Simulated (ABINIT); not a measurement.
# Run report: Au, band-structure run (part 2 of 4)

Au (Im-3m, 1 atom in the cell); Kohn-Sham DFT of a periodic cell, LDA, JTH PAW PBE v2.0, no spin polarisation (ABINIT 10.8.3); cutoff 653.07 eV, 11×11×11 k-mesh, fermi-dirac of 0.05 eV. The structure derives from a Materials Project entry.

Geometry of the input (Å; fractional positions):
```
-1.6573  1.6573  1.6573
1.6573  -1.6573  1.6573
1.6573  1.6573  -1.6573
Au 0.0000  0.0000  0.0000
```

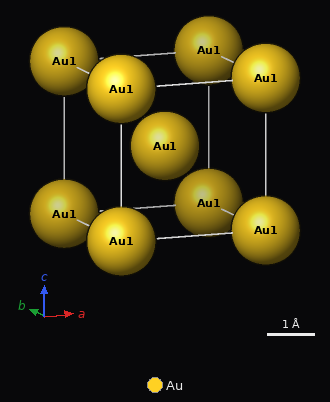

Figure 1. The structure as given in the input (spheres-only view of the cell 2 times as large as that of the calculation, set on its symmetry axes, seen slightly off an axis; atoms are numbered from 1 in the order of the input). An atom can appear more than once, as a periodic image.

**Output, continued**
```
================================================================================
 Non-SCF case, kpt    1 (  0.00000  0.00000  0.00000), residuals and eigenvalues=
  5.27E-12  2.98E-12  3.55E-12  5.46E-12  6.18E-12  7.94E-12  6.05E-13  2.17E-12
  6.88E-12  5.24E-12  9.31E-12  5.48E-12  6.95E-12  1.27E-08  9.41E-12  2.68E-05
 -1.0482E-01  6.9956E-02  6.9956E-02  6.9956E-02  1.3475E-01  1.3475E-01
  8.7006E-01  8.7006E-01  8.7006E-01  1.0831E+00  1.0831E+00  1.0831E+00
  1.1306E+00  1.1306E+00  1.3094E+00  1.3095E+00
 Non-SCF case, kpt    2 (  0.04545 -0.04545  0.04545), residuals and eigenvalues=
  5.77E-12  1.62E-12  8.59E-12  7.89E-12  7.42E-12  3.67E-12  6.14E-12  3.98E-12
  2.31E-12  6.49E-12  4.42E-12  8.43E-12  4.71E-07  4.57E-07  2.27E-04  1.19E-04
 -9.9528E-02  7.0181E-02  7.0181E-02  7.1775E-02  1.3171E-01  1.3591E-01
  8.6245E-01  8.7573E-01  8.7573E-01  1.0080E+00  1.0627E+00  1.0627E+00
  1.1504E+00  1.1854E+00  1.3139E+00  1.3282E+00
 Non-SCF case, kpt    3 (  0.09091 -0.09091  0.09091), residuals and eigenvalues=
  8.58E-12  4.70E-12  8.84E-12  9.15E-12  3.71E-12  8.10E-12  4.73E-12  6.60E-12
  5.58E-12  6.34E-12  3.03E-12  5.15E-12  3.08E-07  3.19E-06  7.03E-04  3.22E-05
 -8.3967E-02  7.1133E-02  7.1133E-02  7.7137E-02  1.2296E-01  1.3907E-01
  8.4544E-01  8.8702E-01  8.8702E-01  9.1278E-01  1.0213E+00  1.0213E+00
  1.2035E+00  1.2270E+00  1.3030E+00  1.3700E+00
 Non-SCF case, kpt    4 (  0.13636 -0.13636  0.13636), residuals and eigenvalues=
  2.99E-12  4.20E-12  8.07E-12  2.54E-12  6.08E-12  3.20E-12  4.79E-12  4.15E-12
  1.15E-12  8.02E-12  6.83E-12  8.89E-12  1.53E-07  4.46E-08  1.29E-04  4.17E-04
 -5.9268E-02  7.3541E-02  7.3541E-02  8.5743E-02  1.0953E-01  1.4356E-01
  8.2666E-01  8.2774E-01  8.7581E-01  8.7581E-01  1.0041E+00  1.0041E+00
  1.2485E+00  1.2798E+00  1.2856E+00  1.4210E+00
 Non-SCF case, kpt    5 (  0.18182 -0.18182  0.18182), residuals and eigenvalues=
  3.87E-12  1.00E-12  7.61E-12  4.55E-12  5.10E-12  5.65E-12  7.75E-12  9.54E-12
  5.56E-12  6.31E-12  4.52E-12  4.04E-12  3.20E-08  1.89E-04  5.27E-06  8.05E-06
 -2.7922E-02  7.8337E-02  7.8337E-02  9.2872E-02  9.7094E-02  1.4909E-01
  7.5654E-01  8.1368E-01  8.2324E-01  8.2324E-01  1.0369E+00  1.0369E+00
  1.2573E+00  1.2702E+00  1.3729E+00  1.4096E+00
 Non-SCF case, kpt    6 (  0.22727 -0.22727  0.22727), residuals and eigenvalues=
  1.87E-12  3.87E-12  4.12E-12  9.22E-12  5.05E-12  6.15E-12  3.97E-12  3.75E-12
  9.48E-12  7.18E-12  6.29E-12  5.67E-12  4.37E-12  2.67E-05  4.55E-06  2.85E-04
  4.6415E-03  7.4661E-02  8.6375E-02  8.6375E-02  1.1047E-01  1.5818E-01
  7.0587E-01  7.5560E-01  7.5560E-01  8.0430E-01  1.0952E+00  1.0952E+00
  1.2281E+00  1.2536E+00  1.3386E+00  1.4800E+00
 Non-SCF case, kpt    7 (  0.27273 -0.27273  0.27273), residuals and eigenvalues=
  4.20E-12  4.10E-12  2.68E-12  7.98E-12  4.89E-12  8.68E-12  9.31E-12  2.58E-12
  6.18E-12  8.74E-12  5.03E-12  3.06E-12  6.46E-12  6.75E-08  3.35E-08  2.68E-06
  2.8188E-02  5.6504E-02  9.8180E-02  9.8180E-02  1.2495E-01  1.7918E-01
  6.7486E-01  6.8625E-01  6.8625E-01  7.9914E-01  1.1348E+00  1.1658E+00
  1.1658E+00  1.2378E+00  1.3351E+00  1.5882E+00
 Non-SCF case, kpt    8 (  0.31818 -0.31818  0.31818), residuals and eigenvalues=
  8.65E-12  4.78E-12  4.02E-12  7.21E-12  5.44E-12  8.90E-12  2.18E-12  3.88E-12
  8.85E-12  8.43E-12  5.12E-12  4.83E-12  4.09E-12  9.98E-12  4.45E-12  2.05E-08
  3.4416E-02  3.9810E-02  1.1372E-01  1.1372E-01  1.3941E-01  2.2059E-01
  6.2008E-01  6.2008E-01  6.5947E-01  7.9712E-01  1.0291E+00  1.2239E+00
  1.2430E+00  1.2430E+00  1.3554E+00  1.6441E+00
 Non-SCF case, kpt    9 (  0.36364 -0.36364  0.36364), residuals and eigenvalues=
  6.39E-12  5.07E-12  3.00E-12  5.06E-12  3.06E-12  9.30E-12  1.67E-12  9.77E-12
  2.52E-12  9.34E-12  4.64E-12  8.94E-12  3.67E-12  2.45E-11  8.77E-12  1.11E-06
  2.5715E-02  2.7862E-02  1.3210E-01  1.3210E-01  1.5258E-01  2.7960E-01
  5.6046E-01  5.6046E-01  6.5064E-01  7.9709E-01  9.3146E-01  1.2127E+00
  1.3223E+00  1.3223E+00  1.3862E+00  1.6855E+00
 Non-SCF case, kpt   10 (  0.40909 -0.40909  0.40909), residuals and eigenvalues=
  4.22E-12  2.24E-12  5.90E-12  7.50E-12  8.94E-12  9.45E-12  5.92E-12  9.91E-12
  5.90E-12  5.00E-12  5.83E-12  6.53E-12  5.27E-12  7.98E-12  6.28E-12  5.85E-05
  1.5071E-02  1.7494E-02  1.5106E-01  1.5106E-01  1.6318E-01  3.4878E-01
  5.1114E-01  5.1114E-01  6.3359E-01  7.9794E-01  8.5453E-01  1.2047E+00
  1.3985E+00  1.3985E+00  1.4258E+00  1.7005E+00
 Non-SCF case, kpt   11 (  0.45455 -0.45455  0.45455), residuals and eigenvalues=
  5.50E-12  8.46E-12  5.59E-12  7.10E-12  5.72E-12  7.87E-12  3.72E-12  4.13E-12
  8.04E-12  5.77E-12  8.19E-12  5.86E-12  2.15E-11  2.46E-10  5.15E-11  5.08E-05
  8.4597E-03  9.2685E-03  1.6638E-01  1.6638E-01  1.7008E-01  4.2018E-01
  4.7726E-01  4.7726E-01  5.9442E-01  7.9881E-01  8.1120E-01  1.2000E+00
  1.4623E+00  1.4623E+00  1.4684E+00  1.6752E+00
 Non-SCF case, kpt   12 (  0.50000 -0.50000  0.50000), residuals and eigenvalues=
  2.78E-12  7.36E-12  8.32E-12  9.02E-12  6.28E-12  2.71E-12  4.44E-12  5.97E-12
  3.79E-12  8.18E-12  7.93E-12  9.99E-12  3.29E-13  2.70E-10  6.16E-09  8.20E-05
  6.2191E-03  6.2191E-03  1.7247E-01  1.7247E-01  1.7247E-01  4.6493E-01
  4.6493E-01  4.6493E-01  5.5865E-01  7.9917E-01  7.9917E-01  1.1984E+00
  1.4911E+00  1.4911E+00  1.4911E+00  1.6615E+00
 Non-SCF case, kpt   13 (  0.43750 -0.43750  0.50000), residuals and eigenvalues=
  6.72E-12  9.06E-12  7.53E-12  8.53E-12  8.55E-12  6.52E-12  4.62E-12  9.62E-12
  7.72E-12  6.99E-12  5.86E-12  6.10E-12  1.09E-10  1.25E-09  1.58E-09  3.86E-04
  8.5003E-03  8.9623E-03  1.6407E-01  1.6651E-01  1.7294E-01  4.3724E-01
  4.5665E-01  4.7647E-01  5.9851E-01  8.0192E-01  8.0686E-01  1.1996E+00
  1.4387E+00  1.4662E+00  1.5017E+00  1.6568E+00
 Non-SCF case, kpt   14 (  0.37500 -0.37500  0.50000), residuals and eigenvalues=
  3.12E-12  5.98E-12  9.16E-12  5.76E-12  9.67E-12  5.29E-12  9.05E-12  7.27E-12
  4.48E-12  9.13E-12  6.68E-12  5.08E-12  6.15E-11  3.82E-10  2.93E-09  3.79E-04
  1.4660E-02  1.7154E-02  1.4283E-01  1.5000E-01  1.7427E-01  4.0076E-01
  4.3367E-01  5.0704E-01  6.6448E-01  8.1603E-01  8.2890E-01  1.1992E+00
  1.3447E+00  1.4253E+00  1.5324E+00  1.6379E+00
 Non-SCF case, kpt   15 (  0.31250 -0.31250  0.50000), residuals and eigenvalues=
  3.04E-12  5.59E-12  3.98E-12  6.76E-12  3.57E-12  6.13E-12  8.08E-12  8.07E-12
  6.96E-12  9.20E-12  5.79E-12  5.47E-12  6.81E-12  9.55E-12  6.67E-05  1.16E-04
  2.2126E-02  3.0670E-02  1.1607E-01  1.2831E-01  1.7629E-01  3.7607E-01
  4.0010E-01  5.4901E-01  7.1044E-01  8.6274E-01  8.6322E-01  1.1864E+00
  1.2499E+00  1.4036E+00  1.5804E+00  1.5991E+00
 Non-SCF case, kpt   16 (  0.25000 -0.25000  0.50000), residuals and eigenvalues=
  6.39E-12  3.84E-12  3.44E-12  5.98E-12  5.21E-12  4.30E-12  8.15E-12  8.88E-12
  4.34E-12  4.21E-12  7.71E-12  6.19E-12  6.59E-12  9.36E-12  1.53E-05  1.52E-06
  2.5021E-02  4.9263E-02  8.9413E-02  1.1169E-01  1.7869E-01  3.6023E-01
  3.6214E-01  5.9611E-01  7.2323E-01  9.0799E-01  9.4895E-01  1.1541E+00
  1.1652E+00  1.4136E+00  1.5665E+00  1.5980E+00
 Non-SCF case, kpt   17 (  0.18750 -0.18750  0.50000), residuals and eigenvalues=
  7.82E-12  9.39E-12  8.26E-12  5.79E-12  9.74E-12  7.06E-12  7.57E-12  7.92E-12
  5.90E-12  4.18E-12  4.07E-12  4.05E-12  1.35E-09  1.42E-11  5.81E-05  1.37E-07
  1.7465E-02  6.6271E-02  7.2456E-02  1.0934E-01  1.8111E-01  3.1769E-01
  3.5512E-01  6.4373E-01  7.2026E-01  9.6152E-01  1.0517E+00  1.0968E+00
  1.1100E+00  1.4481E+00  1.5382E+00  1.5767E+00
 Non-SCF case, kpt   18 (  0.12500 -0.12500  0.50000), residuals and eigenvalues=
  8.84E-12  6.78E-12  8.51E-12  4.86E-12  3.77E-12  8.60E-12  9.49E-12  6.81E-12
  7.49E-12  5.10E-12  7.12E-12  9.05E-12  8.41E-12  1.13E-08  1.22E-10  1.40E-07
  4.2725E-03  4.8633E-02  9.9200E-02  1.1726E-01  1.8318E-01  2.7573E-01
  3.5195E-01  6.8731E-01  7.1219E-01  1.0210E+00  1.0430E+00  1.0658E+00
  1.1593E+00  1.4683E+00  1.4932E+00  1.5160E+00
 Non-SCF case, kpt   19 (  0.06250 -0.06250  0.50000), residuals and eigenvalues=
  5.19E-12  8.50E-12  7.92E-12  4.37E-12  2.70E-12  9.77E-12  9.10E-12  3.20E-12
  5.68E-12  8.44E-12  7.19E-12  9.20E-12  8.53E-12  1.10E-10  4.21E-09  2.89E-07
 -6.2529E-03  3.7649E-02  1.2593E-01  1.2633E-01  1.8458E-01  2.3894E-01
  3.5073E-01  7.0453E-01  7.2024E-01  1.0123E+00  1.0315E+00  1.0784E+00
  1.2456E+00  1.3812E+00  1.5021E+00  1.5343E+00
 Non-SCF case, kpt   20 (  0.00000  0.00000  0.50000), residuals and eigenvalues=
  6.77E-12  5.11E-12  6.01E-12  7.86E-12  8.28E-12  8.45E-12  9.74E-12  9.91E-12
  9.68E-12  7.39E-12  5.73E-12  8.31E-12  7.37E-12  3.87E-10  4.37E-09  4.05E-07
 -1.0107E-02  3.3924E-02  1.2946E-01  1.4117E-01  1.8507E-01  2.2081E-01
  3.5043E-01  7.0140E-01  7.3310E-01  1.0021E+00  1.0181E+00  1.1071E+00
  1.2816E+00  1.3425E+00  1.4973E+00  1.5520E+00
 Non-SCF case, kpt   21 (  0.00000  0.00000  0.43750), residuals and eigenvalues=
  9.52E-12  6.98E-12  7.35E-12  4.45E-12  9.43E-12  5.85E-12  7.93E-12  4.11E-12
  6.63E-12  8.91E-12  9.44E-12  5.19E-12  7.55E-12  4.45E-11  1.20E-07  5.75E-05
 -9.8524E-03  3.5176E-02  1.2821E-01  1.4078E-01  1.7922E-01  1.8861E-01
  3.9253E-01  7.0775E-01  7.4485E-01  9.9771E-01  1.0128E+00  1.1154E+00
  1.2242E+00  1.4027E+00  1.4727E+00  1.5397E+00
 Non-SCF case, kpt   22 (  0.00000  0.00000  0.37500), residuals and eigenvalues=
  9.63E-12  5.56E-12  3.17E-12  9.64E-12  4.29E-12  9.28E-12  9.61E-12  8.78E-12
  5.24E-12  7.58E-12  9.08E-12  9.12E-12  6.73E-12  8.80E-07  1.06E-07  4.81E-05
 -1.0759E-02  3.8785E-02  1.2215E-01  1.3975E-01  1.4101E-01  1.6352E-01
  4.7360E-01  7.2639E-01  7.7801E-01  9.8721E-01  9.9717E-01  1.1370E+00
  1.1513E+00  1.4269E+00  1.4761E+00  1.5085E+00
 Non-SCF case, kpt   23 (  0.00000  0.00000  0.31250), residuals and eigenvalues=
  4.27E-12  5.34E-12  6.34E-12  9.31E-12  5.06E-12  6.49E-12  2.59E-12  5.65E-12
  5.99E-12  8.79E-12  4.87E-12  7.54E-12  6.20E-12  8.40E-06  3.30E-05  2.60E-04
 -1.8314E-02  4.4319E-02  9.4414E-02  1.2658E-01  1.3839E-01  1.4223E-01
  5.6673E-01  7.5601E-01  8.2753E-01  9.7327E-01  9.7444E-01  1.0865E+00
  1.1654E+00  1.3853E+00  1.4681E+00  1.4703E+00
 Non-SCF case, kpt   24 (  0.00000  0.00000  0.25000), residuals and eigenvalues=
  9.12E-12  8.53E-12  3.35E-12  9.19E-12  8.19E-12  4.51E-12  3.21E-12  2.90E-12
  5.13E-12  4.34E-12  9.92E-12  9.40E-12  1.87E-07  1.50E-03  4.00E-05  6.90E-09
 -3.7642E-02  5.1063E-02  7.6202E-02  1.1972E-01  1.2413E-01  1.3704E-01
  6.6491E-01  7.9401E-01  8.8753E-01  9.4464E-01  9.6247E-01  1.0342E+00
  1.1914E+00  1.3587E+00  1.3901E+00  1.4286E+00
 Non-SCF case, kpt   25 (  0.00000  0.00000  0.18750), residuals and eigenvalues=
  7.29E-12  9.83E-12  4.71E-12  6.03E-12  2.20E-12  9.91E-12  3.28E-12  8.24E-12
  7.67E-12  6.89E-12  5.77E-12  9.08E-12  1.03E-06  6.15E-04  1.30E-04  3.87E-05
 -6.3022E-02  5.8063E-02  7.1290E-02  9.9365E-02  1.2505E-01  1.3596E-01
  7.6119E-01  8.3439E-01  9.1592E-01  9.5197E-01  9.5656E-01  1.0006E+00
  1.2002E+00  1.3368E+00  1.3418E+00  1.3504E+00
 Non-SCF case, kpt   26 (  0.00000  0.00000  0.12500), residuals and eigenvalues=
  3.77E-12  4.36E-12  7.06E-12  9.87E-12  2.60E-12  5.02E-12  5.24E-12  4.74E-12
  2.81E-12  8.09E-12  3.88E-12  9.98E-12  2.64E-06  2.28E-06  4.31E-05  5.85E-04
 -8.5300E-02  6.4215E-02  7.0472E-02  8.3448E-02  1.2878E-01  1.3524E-01
  8.3661E-01  8.6309E-01  8.9172E-01  9.7361E-01  9.9908E-01  1.0139E+00
  1.1824E+00  1.2678E+00  1.3271E+00  1.3382E+00
 Non-SCF case, kpt   27 (  0.00000  0.00000  0.06250), residuals and eigenvalues=
  4.36E-12  4.01E-12  5.50E-12  8.48E-12  6.41E-12  6.21E-12  2.04E-12  5.99E-12
  3.03E-12  8.12E-12  8.84E-12  5.72E-12  3.88E-07  3.38E-07  6.85E-05  8.53E-06
 -9.9828E-02  6.8446E-02  7.0125E-02  7.3389E-02  1.3296E-01  1.3487E-01
  8.6574E-01  8.7036E-01  8.7567E-01  1.0330E+00  1.0376E+00  1.0630E+00
  1.1546E+00  1.1875E+00  1.3161E+00  1.3215E+00
 Non-SCF case, kpt   28 (  0.00000  0.00000  0.00000), residuals and eigenvalues=
  5.27E-12  2.98E-12  3.55E-12  5.46E-12  6.18E-12  7.94E-12  6.05E-13  2.17E-12
  6.88E-12  5.24E-12  9.31E-12  5.48E-12  6.95E-12  1.27E-08  9.41E-12  2.68E-05
 -1.0482E-01  6.9956E-02  6.9956E-02  6.9956E-02  1.3475E-01  1.3475E-01
  8.7006E-01  8.7006E-01  8.7006E-01  1.0831E+00  1.0831E+00  1.0831E+00
  1.1306E+00  1.1306E+00  1.3094E+00  1.3095E+00
 Non-SCF case, kpt   29 (  0.02500  0.02500  0.02500), residuals and eigenvalues=
  6.71E-12  4.22E-12  6.09E-12  8.19E-12  2.55E-12  8.54E-12  2.87E-12  9.98E-12
  9.78E-12  6.43E-12  8.42E-12  9.69E-12  7.14E-12  7.51E-07  1.80E-08  4.02E-05
 -1.0003E-01  6.9018E-02  6.9018E-02  7.3827E-02  1.3396E-01  1.3396E-01
  8.6876E-01  8.6876E-01  8.7379E-01  1.0372E+00  1.0486E+00  1.0486E+00
  1.1713E+00  1.1713E+00  1.3182E+00  1.3183E+00
 Non-SCF case, kpt   30 (  0.05000  0.05000  0.05000), residuals and eigenvalues=
  4.35E-12  8.38E-12  5.44E-12  9.72E-12  6.76E-12  6.90E-12  7.07E-12  9.27E-12
  9.53E-12  6.52E-12  8.22E-12  5.94E-12  1.15E-09  6.39E-05  7.80E-04  3.52E-05
 -8.6064E-02  6.6077E-02  6.6077E-02  8.5485E-02  1.3228E-01  1.3228E-01
  8.5353E-01  8.5353E-01  8.8497E-01  9.4336E-01  1.0286E+00  1.0286E+00
  1.2100E+00  1.2102E+00  1.3144E+00  1.3552E+00
 Non-SCF case, kpt   31 (  0.07500  0.07500  0.07500), residuals and eigenvalues=
  5.11E-12  4.54E-12  8.31E-12  7.09E-12  3.15E-12  9.20E-12  4.95E-12  6.63E-12
  3.85E-12  9.86E-12  1.16E-12  4.01E-12  5.51E-08  4.14E-05  1.09E-05  4.02E-05
 -6.4209E-02  6.1110E-02  6.1110E-02  1.0505E-01  1.3114E-01  1.3114E-01
  8.1384E-01  8.1384E-01  8.3842E-01  9.0360E-01  1.0524E+00  1.0524E+00
  1.2211E+00  1.2212E+00  1.2796E+00  1.4255E+00
 Non-SCF case, kpt   32 (  0.10000  0.10000  0.10000), residuals and eigenvalues=
  3.72E-12  8.24E-12  1.85E-12  7.40E-12  9.21E-12  5.85E-12  7.20E-12  6.36E-12
  8.59E-12  3.21E-12  9.32E-12  8.19E-12  1.47E-08  6.85E-06  4.00E-07  8.76E-05
 -3.6617E-02  5.4832E-02  5.4832E-02  1.3148E-01  1.3148E-01  1.3264E-01
  7.3423E-01  7.6205E-01  7.6205E-01  9.2966E-01  1.1076E+00  1.1076E+00
  1.2186E+00  1.2186E+00  1.2483E+00  1.5119E+00
 Non-SCF case, kpt   33 (  0.12500  0.12500  0.12500), residuals and eigenvalues=
  5.99E-12  6.37E-12  4.50E-12  4.64E-12  8.42E-12  9.18E-12  5.29E-12  6.25E-12
  7.27E-12  4.05E-12  6.49E-12  5.40E-12  7.64E-09  2.56E-08  3.90E-11  9.12E-04
 -6.2747E-03  4.8677E-02  4.8677E-02  1.3325E-01  1.3325E-01  1.6822E-01
  6.3634E-01  7.0860E-01  7.0860E-01  9.6315E-01  1.1812E+00  1.1812E+00
  1.2133E+00  1.2133E+00  1.2218E+00  1.5963E+00
 Non-SCF case, kpt   34 (  0.15000  0.15000  0.15000), residuals and eigenvalues=
  5.39E-12  4.12E-12  4.84E-12  4.36E-12  7.77E-12  6.56E-12  5.39E-12  5.87E-12
  4.20E-12  1.50E-12  9.05E-12  6.56E-12  1.06E-11  7.37E-12  8.76E-12  4.00E-04
  2.3112E-02  4.4145E-02  4.4145E-02  1.3581E-01  1.3581E-01  2.1108E-01
  5.4929E-01  6.5728E-01  6.5728E-01  1.0040E+00  1.2055E+00  1.2079E+00
  1.2079E+00  1.2683E+00  1.2683E+00  1.6082E+00
 Non-SCF case, kpt   35 (  0.17500  0.17500  0.17500), residuals and eigenvalues=
  6.50E-12  4.18E-12  5.39E-12  4.74E-12  8.41E-12  9.84E-12  7.20E-12  8.62E-12
  3.97E-12  8.68E-12  3.71E-12  6.70E-12  2.71E-11  2.45E-08  2.19E-07  1.49E-05
  4.2275E-02  4.2275E-02  4.7254E-02  1.3846E-01  1.3846E-01  2.5902E-01
  4.7863E-01  6.0933E-01  6.0933E-01  1.0523E+00  1.2024E+00  1.2087E+00
  1.2087E+00  1.3579E+00  1.3579E+00  1.5370E+00
 Non-SCF case, kpt   36 (  0.20000  0.20000  0.20000), residuals and eigenvalues=
  6.11E-12  9.57E-12  6.99E-12  2.29E-12  4.01E-12  2.89E-12  9.65E-12  6.68E-12
  4.60E-12  4.17E-12  5.72E-12  9.67E-12  2.04E-11  2.39E-08  1.96E-06  1.51E-04
  4.3471E-02  4.3471E-02  6.1621E-02  1.4067E-01  1.4067E-01  3.0499E-01
```
